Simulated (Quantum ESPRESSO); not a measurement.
The As K edge of atom 1 in BAs (F-43m), with 4 B at 2.07 Å (tetrahedral, site symmetry -43m), was computed in 2 ways: full core hole (charged cell) and no core hole. Program and functional: Quantum ESPRESSO XSpectra, PBE, Lorentzian half width 1.07 eV up to 4 eV, rising linearly to 1.75 eV at 25 eV (not a setting of the program: the run's 0.4 eV curve was folded afterwards with a further Lorentzian); cells of 2 and 12 atoms (the run without a hole in the smaller).

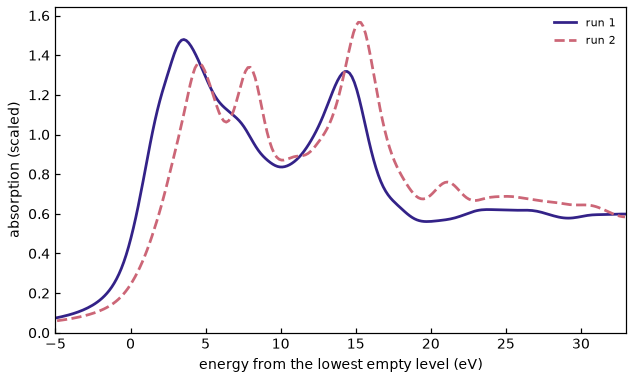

Each run is counted from its own lowest empty level or Fermi level and scaled to a mean of 1 over its first 20 eV. (XSpectra's own axis starts at xe0, in the gap; it has been shifted.)

Which run is which?

Run 1: full core hole (charged cell) (area from −2 to 6 eV 7.6, main maxima 3.6 eV (1.48), 14.4 eV (1.32) and 23.9 eV (0.62)). Run 2: no core hole (area from −2 to 6 eV 5.5, main maxima 4.6 eV (1.36), 8.0 eV (1.34), 15.2 eV (1.57) and 21.1 eV (0.76)). With each curve scaled to its own mean, the area from −2 to 6 eV with the hole is 7.6 against 5.5, and the centre of weight from −1 to 20 eV moves by -1.2 eV: the hole pulls the absorber's empty states down.

[Hosts, paths, dates, database ids (printed as entryN), source tags and the programs' standing remarks are cut or masked in the printed files.]

[Lists of maxima count a maximum above −3 eV only where it reaches 4 % of the highest in the window and stands out from its surroundings by 2 % of it (1.5 % where it reaches 55 %); shoulders and weaker maxima are passed over, and of the rest the first, up to two pre-edge ones and the few strongest are named.]
